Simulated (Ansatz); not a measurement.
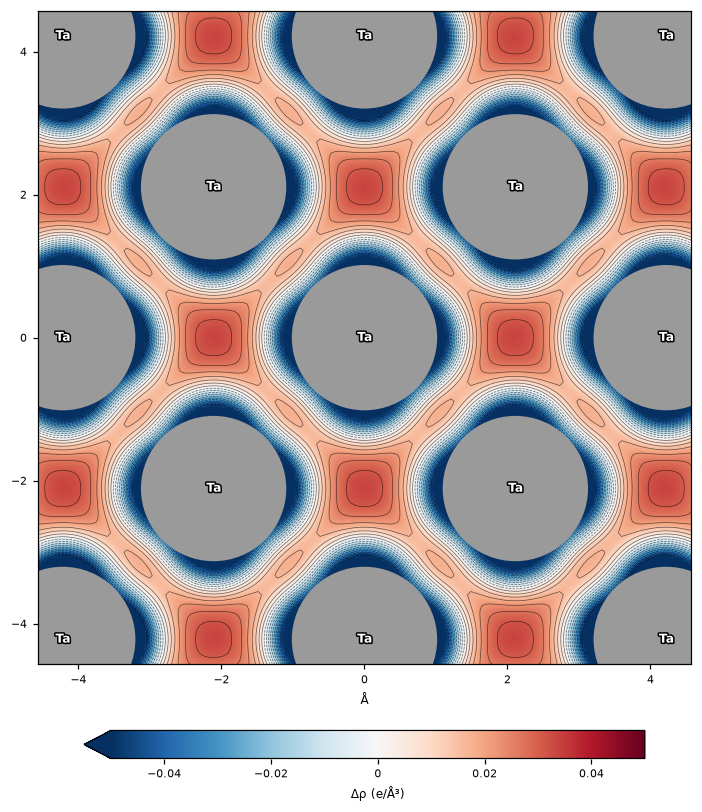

Ta. Density of the crystal less the sum of free-atom densities: a map on the (100) plane of the conventional cell, with grey discs over the atomic cores. Cores are masked to 1.0 Å (Ta).

Space group Fm-3m. This isn't the usual form at ambient conditions.

Computed with DFT PBE, scalar-relativistic, plane waves, PAW in Ansatz.

Core electrons are frozen (PAW), so the fields are smoothed inside the atomic spheres.

> What does the deformation density say about the bonding?

Ta–Ta (2.98 Å): Δρ is +0.018 e/Å³ at the midpoint.
- Over the whole cell, outside the masked cores, the largest gain, 0.07 e/Å³, lies 1.8 Å from a tantalum nucleus, and the largest loss lies at the edge of the masked core of Ta.
- In all about 0.29 e an atom is rearranged against the free atoms.
